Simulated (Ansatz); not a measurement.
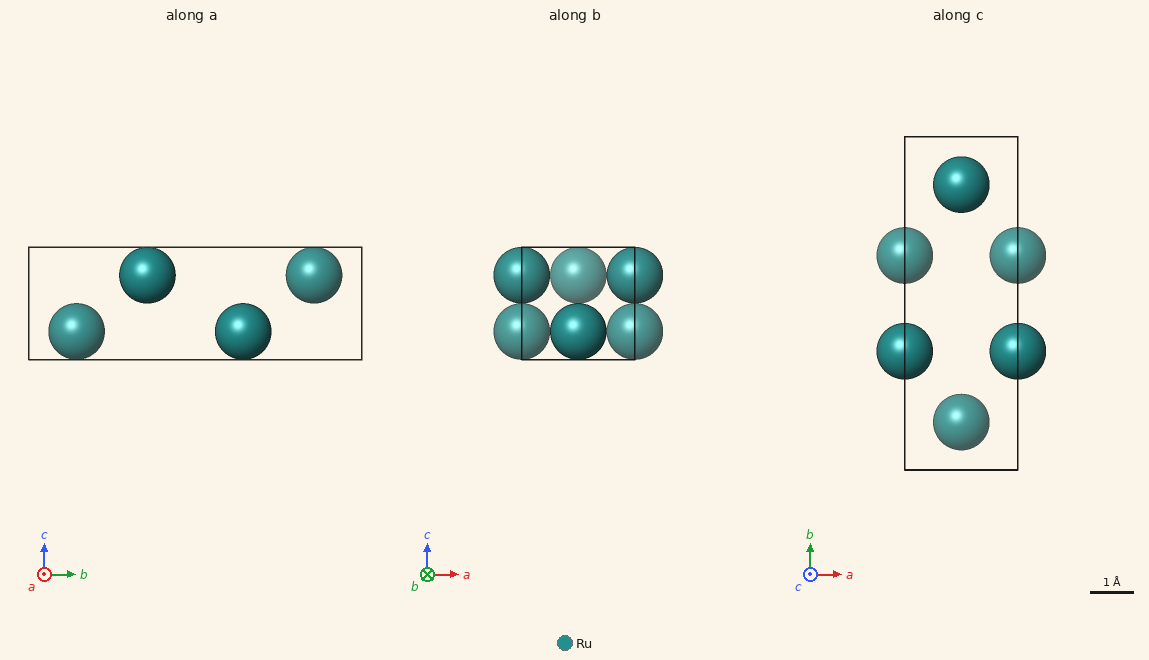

The figure gives a spheres-only picture of the atoms, viewed along the a axis, along the b axis and along the c axis. One conventional unit cell is framed, with atoms on its boundary repeated.

Lattice parameters: a = 2.675 Å, b = 7.879 Å, c = 2.659 Å, α = 90.00°, β = 90.00°, γ = 90.00°.

**Put the structure into a table of Wyckoff sites, with free fractional coordinates to two decimals.**

Space group Cmcm (No. 63).
```csv
atom,site,x,y,z
Ru,4c,0.00,0.36,0.75
```

The structure comes from a structure type filled with this element by a generator (whether the element takes this form wasn't checked). The picture shows the end point of a geometry optimisation with Ansatz, DFT, LDA (PW92), plane waves (420 eV) with PAW, scalar-relativistic.
